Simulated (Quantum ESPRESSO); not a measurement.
## KF (Carobbiite): phonons by linear response

How does KF (Carobbiite) vibrate, and is this structure a minimum?

Main program and level: Quantum ESPRESSO 7.5; DFT PBE, scalar-relativistic, plane waves, PseudoDojo norm-conserving pseudopotentials.

## Step 1: The structure

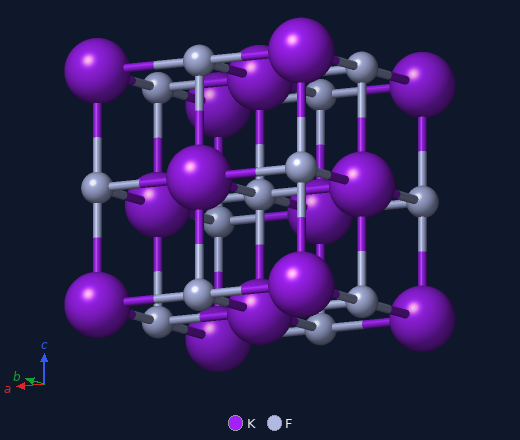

The cell as given, from a free direction (potassium purple, fluorine light blue). This picture shows the conventional cell, with its axes. Some periodic images of atoms are drawn too.

Structure file:

```cif
data_structure
_symmetry_space_group_name_H-M 'P 1'
_symmetry_Int_Tables_number 1
_cell_length_a 3.7786
_cell_length_b 3.7786
_cell_length_c 3.7786
_cell_angle_alpha 60.000
_cell_angle_beta 60.000
_cell_angle_gamma 60.000
_cell_volume 38.15
loop_
_atom_site_label
_atom_site_type_symbol
_atom_site_fract_x
_atom_site_fract_y
_atom_site_fract_z
_atom_site_occupancy
K1 K 0.00000 0.00000 0.00000 1
F2 F 0.50000 0.50000 0.50000 1
```

## Step 2: A probe with smearing

Before anything dear is run, a loose run with smearing shows whether this is a metal and how far the cell is from rest.

The input, probe.in:

```
&control
   calculation = 'scf'
   prefix = 'x'
   outdir = './tmp'
   pseudo_dir = './pseudo'
   tprnfor = .true.
   tstress = .true.
   verbosity = 'high'
/
&system
   ibrav = 0
   nat = 2
   ntyp = 2
   ecutwfc = 92.0
   occupations = 'smearing'
   smearing = 'gaussian'
   degauss = 0.01
/
&electrons
   conv_thr = 1.0d-07
   mixing_beta = 0.7
   electron_maxstep = 100
/
ATOMIC_SPECIES
 K      39.0983  K.upf
 F      18.9984  F.upf
CELL_PARAMETERS angstrom
    -2.671850000    0.000000000    2.671850000
     0.000000000    2.671850000    2.671850000
    -2.671850000    2.671850000    0.000000000
ATOMIC_POSITIONS crystal
 K      0.000000000   0.000000000   0.000000000
 F      0.500000000   0.500000000   0.500000000
K_POINTS automatic
 6 6 6 0 0 0
```

Started as:

```sh
> OMP_NUM_THREADS=1 mpirun -n 4 pw.x -nk 4 -in probe.in > probe.out
```

The program printed:

```text
[banners, grids, parts of the stress and lines that vanish by symmetry left out]
Program PWSCF v.7.5
     Message from routine setup:
     using ibrav=0 with symmetry is DISCOURAGED, use correct ibrav instead
[...]
kinetic-energy cutoff     =      92.0000  Ry
     charge density cutoff     =     368.0000  Ry
     scf convergence threshold =      1.0E-07
[...]
Exchange-correlation= PBE
                           (   1   4   3   4   0   0   0)
[...]
48 Sym. Ops., with inversion, found
[...]
(     0          1          0      )
                  (     0          0          1      )
[...]
(  0.0000000  1.0000000  0.0000000 )
                  ( -0.0000000 -0.0000000  1.0000000 )
[...]
(     1          0         -1      )
                  (     0          0         -1      )
[...]
( -0.0000000 -1.0000000 -0.0000000 )
[...]
(     0          1         -1      )
                  (     0          1          0      )
[...]
( -1.0000000  0.0000000  0.0000000 )
                  (  0.0000000  1.0000000 -0.0000000 )
[...]
number of k points=    16  Gaussian smearing, width (Ry)=  0.0100
[...]
End of self-consistent calculation
[...]
the Fermi energy is     5.8270 ev
!    total energy              =    -109.64903147 Ry
[...]
convergence has been achieved in   7 iterations
[...]
atom    1 type  1   force =     0.00000000    0.00000000    0.00000000
     atom    2 type  2   force =     0.00000000    0.00000000    0.00000000
[...]
Total force =     0.000000     Total SCF correction =     0.000000
[...]
total   stress  (Ry/bohr**3)                   (kbar)     P=       12.78
[...]
XML data file, charge density, pseudopotentials, collected wavefunctions

   JOB DONE.
```

Run time: 3.3 s. Hardware: 4 MPI ranks of Arm Neoverse V2, shared host.

This step gave:

```yaml
volume_per_atom: 19.07 Å³
pressure: 1.278 GPa
gap_on_the_k_mesh: 6.198 eV
```

A gap of 6.2 eV opens on this mesh, so the crystal is taken as an insulator; the start stands at 1.3 GPa.

## Step 3: Relaxation

The relaxation runs at a cutoff a fifth above that of the response, since stress converges more slowly with the basis than frequencies do. Forces and stress are brought to rest with tight thresholds.

The input, relax.in:

```
&control
   calculation = 'vc-relax'
   prefix = 'x'
   outdir = './tmp'
   pseudo_dir = './pseudo'
   tprnfor = .true.
   tstress = .true.
   forc_conv_thr = 2.0d-05
   etot_conv_thr = 1.0d-07
   nstep = 40
/
&system
   ibrav = 0
   nat = 2
   ntyp = 2
   ecutwfc = 110
   occupations = 'fixed'
   nbnd = 10
/
&electrons
   conv_thr = 1.0d-11
   mixing_beta = 0.7
   electron_maxstep = 100
/
&ions
/
&cell
   press_conv_thr = 0.2
/
ATOMIC_SPECIES
 K      39.0983  K.upf
 F      18.9984  F.upf
CELL_PARAMETERS angstrom
    -2.671850000    0.000000000    2.671850000
     0.000000000    2.671850000    2.671850000
    -2.671850000    2.671850000    0.000000000
ATOMIC_POSITIONS crystal
 K      0.000000000   0.000000000   0.000000000
 F      0.500000000   0.500000000   0.500000000
K_POINTS automatic
 8 8 8 0 0 0
```

Started as:

```sh
> OMP_NUM_THREADS=1 mpirun -n 4 pw.x -nk 4 -in relax.in > relax.out
```

The program printed:

```text
[banners, grids, parts of the stress and lines that vanish by symmetry left out]
[banner, memory and clock lines left out]
Program PWSCF v.7.5

[...]
kinetic-energy cutoff     =     110.0000  Ry
     charge density cutoff     =     440.0000  Ry
     scf convergence threshold =      1.0E-11
[...]
energy convergence thresh.=      1.0E-07
     force convergence thresh. =      2.0E-05
     press convergence thresh. =      2.0E-01
     Exchange-correlation= PBE
                           (   1   4   3   4   0   0   0)
[...]
48 Sym. Ops., with inversion, found
[...]
number of k points=    29
[...]
End of self-consistent calculation
[...]
highest occupied, lowest unoccupied level (ev):     1.5379    7.7361
!    total energy              =    -109.64905424 Ry
[...]
convergence has been achieved in  11 iterations
[...]
atom    1 type  1   force =     0.00000000    0.00000000    0.00000000
     atom    2 type  2   force =     0.00000000    0.00000000    0.00000000
     Total force =     0.000000     Total SCF correction =     0.000000
[...]
total   stress  (Ry/bohr**3)                   (kbar)     P=       12.94
[...]
number of bfgs steps    =   0
[...]
CELL_PARAMETERS (angstrom)
[...]
ATOMIC_POSITIONS (crystal)
K                0.0000000000        0.0000000000        0.0000000000
F                0.5000000000        0.5000000000        0.5000000000
[...]
New effective cutoffs (rho, wfc):  436.33  109.52
[...]
End of self-consistent calculation
[...]
highest occupied, lowest unoccupied level (ev):     1.4920    7.6555
!    total energy              =    -109.64919065 Ry
[...]
convergence has been achieved in   7 iterations
[...]
atom    1 type  1   force =     0.00000000    0.00000000   -0.00000000
     atom    2 type  2   force =    -0.00000000   -0.00000000    0.00000000
     Total force =     0.000000     Total SCF correction =     0.000000
[...]
total   stress  (Ry/bohr**3)                   (kbar)     P=       10.65
[...]
number of bfgs steps    =   1
[...]
WARNING: bfgs curvature condition failed, Theta= 0.968
[...]
CELL_PARAMETERS (angstrom)
[...]
ATOMIC_POSITIONS (crystal)
K               -0.0000000000        0.0000000000        0.0000000000
F                0.5000000000        0.5000000000        0.5000000000
[...]
New effective cutoffs (rho, wfc):  434.23  108.99
[...]
End of self-consistent calculation
[...]
highest occupied, lowest unoccupied level (ev):     1.4420    7.5677
!    total energy              =    -109.64931127 Ry
[...]
convergence has been achieved in   8 iterations
[...]
atom    1 type  1   force =     0.00000000    0.00000000   -0.00000000
     atom    2 type  2   force =    -0.00000000    0.00000000   -0.00000000
     Total force =     0.000000     Total SCF correction =     0.000000
[...]
total   stress  (Ry/bohr**3)                   (kbar)     P=        8.23
[...]
number of bfgs steps    =   2
[...]
CELL_PARAMETERS (angstrom)
[...]
ATOMIC_POSITIONS (crystal)
[...]
New effective cutoffs (rho, wfc):  431.11  108.21
[...]
End of self-consistent calculation
[...]
highest occupied, lowest unoccupied level (ev):     1.3682    7.4380
[...]
total   stress  (Ry/bohr**3)                   (kbar)     P=        4.75
[...]
number of bfgs steps    =   3
[...]
CELL_PARAMETERS (angstrom)
[...]
ATOMIC_POSITIONS (crystal)
[...]
New effective cutoffs (rho, wfc):  426.84  107.13
[...]
End of self-consistent calculation
[...]
highest occupied, lowest unoccupied level (ev):     1.2681    7.2618
!    total energy              =    -109.64950229 Ry
[...]
convergence has been achieved in   9 iterations
[...]
atom    1 type  1   force =    -0.00000000   -0.00000000    0.00000000
     atom    2 type  2   force =     0.00000000    0.00000000   -0.00000000
     Total force =     0.000000     Total SCF correction =     0.000000
[...]
total   stress  (Ry/bohr**3)                   (kbar)     P=        0.22
[...]
number of bfgs steps    =   4
[...]
CELL_PARAMETERS (angstrom)
[...]
ATOMIC_POSITIONS (crystal)
[...]
New effective cutoffs (rho, wfc):  426.63  107.08
[...]
End of self-consistent calculation
[...]
highest occupied, lowest unoccupied level (ev):     1.2632    7.2531
!    total energy              =    -109.64950245 Ry
[...]
convergence has been achieved in   7 iterations
[...]
atom    1 type  1   force =     0.00000000    0.00000000    0.00000000
     atom    2 type  2   force =     0.00000000    0.00000000   -0.00000000
     Total force =     0.000000     Total SCF correction =     0.000000
[...]
total   stress  (Ry/bohr**3)                   (kbar)     P=        0.01
[...]
number of bfgs steps    =   5
[...]
small trust_radius: resetting bfgs history
[...]
CELL_PARAMETERS (angstrom)
[...]
ATOMIC_POSITIONS (crystal)
[...]
New effective cutoffs (rho, wfc):  426.63  107.08
[...]
End of self-consistent calculation
[...]
highest occupied, lowest unoccupied level (ev):     1.2631    7.2531
!    total energy              =    -109.64950245 Ry
[...]
convergence has been achieved in   3 iterations
[...]
atom    1 type  1   force =    -0.00000000   -0.00000000    0.00000000
     atom    2 type  2   force =     0.00000000   -0.00000000   -0.00000000
     Total force =     0.000000     Total SCF correction =     0.000000
[...]
total   stress  (Ry/bohr**3)                   (kbar)     P=        0.01
[...]
bfgs converged in   7 scf cycles and   6 bfgs steps
[...]
End of BFGS Geometry Optimization
     Final enthalpy           =    -109.6495024466 Ry
     File ./tmp/x.bfgs deleted, as requested
[...]
CELL_PARAMETERS (angstrom)
[...]
ATOMIC_POSITIONS (crystal)
K               -0.0000000000        0.0000000000        0.0000000000
F                0.5000000000        0.5000000000        0.5000000000
[...]
Final scf calculation at the relaxed structure.
[...]
kinetic-energy cutoff     =     110.0000  Ry
     charge density cutoff     =     440.0000  Ry
     scf convergence threshold =      1.0E-13
[...]
press convergence thresh. =      2.0E-01
     Exchange-correlation= PBE
                           (   1   4   3   4   0   0   0)
[...]
48 Sym. Ops., with inversion, found
[...]
number of k points=    29
[...]
c_bands:  1 eigenvalues not converged
     c_bands:  1 eigenvalues not converged
[...]
End of self-consistent calculation
[...]
highest occupied, lowest unoccupied level (ev):     1.2631    7.2531
!    total energy              =    -109.64950318 Ry
[...]
convergence has been achieved in  13 iterations
[...]
atom    1 type  1   force =     0.00000000    0.00000000    0.00000000
     atom    2 type  2   force =    -0.00000000    0.00000000    0.00000000
     Total force =     0.000000     Total SCF correction =     0.000000
[...]
total   stress  (Ry/bohr**3)                   (kbar)     P=        0.01
[...]
XML data file, charge density, pseudopotentials, collected wavefunctions
```

Run time: 44 s. Hardware: 4 MPI ranks; 2.9 min of CPU time.

The steps of the relaxation:

```csv
step,energy less that of the first step (eV),largest force (eV/Å),pressure (GPa),volume (Å³)
1,0.0000,0.0000,1.29,38.15
2,-0.0019,0.0000,1.06,38.40
3,-0.0035,0.0000,0.82,38.68
4,-0.0052,0.0000,0.47,39.10
5,-0.0061,0.0000,0.02,39.69
6,-0.0061,0.0000,0.00,39.72
7,-0.0061,0.0000,0.00,39.72
8,-0.0061,0.0000,0.00,39.72
```

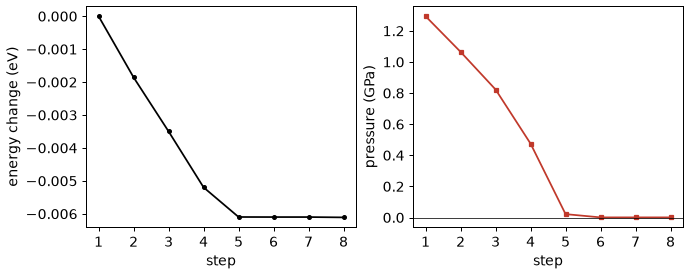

Energy and pressure along the relaxation.

```csv
"conventional cell, symmetrised",before,after,change
a (Å),5.344,5.416,+1.4 %
b (Å),5.344,5.416,+1.4 %
c (Å),5.344,5.416,+1.4 %
volume (Å³/atom),19.07,19.86,+4.1 %
```

Final coordinates:

```xyz
2
Lattice="-2.7080 0.0000 2.7080 0.0000 2.7080 2.7080 -2.7080 2.7080 0.0000" Properties=species:S:1:pos:R:3 pbc="T T T"
K     0.0000    0.0000    0.0000
F    -2.7080    2.7080    2.7080
```

The last row of the table of steps is pw.x's closing run on a basis chosen anew for the final cell, so its energy can jump.

Numbers from this step:

- volume per atom: 19.86 Å³
- pressure: 0.001 GPa
- gap on the k-mesh: 5.99 eV

The volume changes by +4.1 % from the cell with which this run began.

## Step 4: Ground state

Perturbation theory inherits every error of the wavefunctions, so the threshold is set near the limit of the arithmetic. With a gap, occupations are fixed, which also allows the response to an electric field.

The input, scf.in:

```
&control
   calculation = 'scf'
   prefix = 'x'
   outdir = './tmp'
   pseudo_dir = './pseudo'
   tprnfor = .true.
   tstress = .true.
/
&system
   ibrav = 0
   nat = 2
   ntyp = 2
   ecutwfc = 92.0
   occupations = 'fixed'
   nbnd = 10
/
&electrons
   conv_thr = 1.0d-12
   mixing_beta = 0.7
   electron_maxstep = 100
/
ATOMIC_SPECIES
 K      39.0983  K.upf
 F      18.9984  F.upf
CELL_PARAMETERS angstrom
    -2.708005493    0.000000000    2.708005493
     0.000000000    2.708005493    2.708005493
    -2.708005493    2.708005493    0.000000000
ATOMIC_POSITIONS crystal
 K      0.000000000   0.000000000   0.000000000
 F      0.500000000   0.500000000   0.500000000
K_POINTS automatic
 8 8 8 0 0 0
```

Started as:

```sh
> OMP_NUM_THREADS=1 mpirun -n 4 pw.x -nk 4 -in scf.in > scf.out
```

The program printed:

```text
[banners, grids, parts of the stress and lines that vanish by symmetry left out]
[banner, memory and clock lines left out]
Program PWSCF v.7.5

[...]
kinetic-energy cutoff     =      92.0000  Ry
     charge density cutoff     =     368.0000  Ry
     scf convergence threshold =      1.0E-12
[...]
Exchange-correlation= PBE
                           (   1   4   3   4   0   0   0)
[...]
48 Sym. Ops., with inversion, found
[...]
number of k points=    29
[...]
End of self-consistent calculation
[...]
highest occupied, lowest unoccupied level (ev):     1.2631    7.2531
!    total energy              =    -109.64948062 Ry
[...]
convergence has been achieved in  11 iterations
[...]
atom    1 type  1   force =     0.00000000   -0.00000000    0.00000000
     atom    2 type  2   force =     0.00000000    0.00000000    0.00000000
     Total force =     0.000000     Total SCF correction =     0.000000
[...]
total   stress  (Ry/bohr**3)                   (kbar)     P=       -0.04
[...]
XML data file, charge density, pseudopotentials, collected wavefunctions
```

Elapsed: 6.6 s, on 4 MPI ranks.

This step gave:

```yaml
pressure: -0.004 GPa
```

The cell stands at -0.004 GPa, close enough for phonons.

(Continued in part 2 of 5.)

[Host names and launcher messages were left out of these logs when they were recorded.]

[Logs are printed without paths, hosts, clocks, repeated set-up lines and the standing remarks that a program may print on its own settings, such as how far it seeks lower states.]

[Hosts, paths, dates, database ids (printed as entryN), source tags and the programs' standing remarks are cut or masked in the printed files.]
